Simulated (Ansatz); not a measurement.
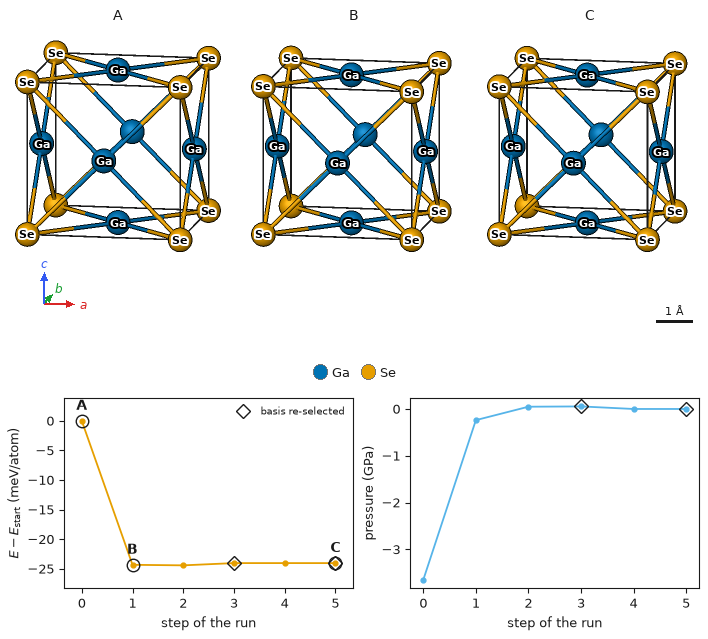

Frames of a relaxation of solid Ga3Se (set up in Pm-3m), marked on the history of the run. The picture is a ball-and-stick view of the cell of the calculation, seen slightly off an axis.

Case: relaxed functional: PBEsol.

Level of theory: DFT PBEsol, scalar-relativistic, plane waves, PAW (Ansatz 0.2.0).

Input
```yaml
crystal:
  lattice:
    - [4.432465, 0.0, 0.0]
    - [0.0, 4.432465, 0.0]
    - [0.0, 0.0, 4.432465]
  atoms:
    - { symbol: Ga, position: [0.0, 0.5, 0.5] }
    - { symbol: Ga, position: [0.5, 0.0, 0.5] }
    - { symbol: Ga, position: [0.5, 0.5, 0.0] }
    - { symbol: Se, position: [0.0, 0.0, 0.0] }
basis:
  ecutwfc: 420
kpoints:
  mp_grid: { grid: [10, 10, 10] }
hamiltonian:
  xc: pbesol
scf:
  occupations: { method: gaussian, width: 0.1 }
output:
  forces: true
  stress: true
  eigenvalues: true
relax:
  adjacent_minimum: "off"
  f_tol: 0.01
  max_steps: 60
  cell: { stress_tol: 0.05 }
```

Launched with:
```bash
ansatz run input.yaml --threads 1 --pin off --max-ram 2560MiB --backend cpu --events-out ev --progress --plain --runs-dir out
```

### Describe the path.

Over 3 accepted moves (5 points after the start) the energy falls by 24.0 meV per atom. All forces vanish by symmetry, so only the cell relaxes. Pressure: −3.65 GPa at the start and 0.00 GPa at the end. At 2 points the geometry stayed and the basis and grid were re-selected for the new cell (energy shift of 0.4 meV per atom at most each time). No atom moves by more than 0.005 Å relative to the cell. The drawn cell changes as follows: a = b = c 4.432 → 4.297 Å (−3.1 %); the volume changes by −8.9 %. Near-neighbour distances that change, for instance: Ga1–Se4 3.134 → 3.038 Å. The space group stays Pm-3m (No. 221). Cost: 120 s on 1 thread of Intel(R) Xeon(R) Processor @ 2.50GHz (Skylake/Cascade Lake), with other jobs on the host, peak memory 0.46 GiB. From step 0 to 1: volume −8.5 %, energy −24.3 meV per atom. From step 1 to 5: volume −0.5 %, energy +0.3 meV per atom.
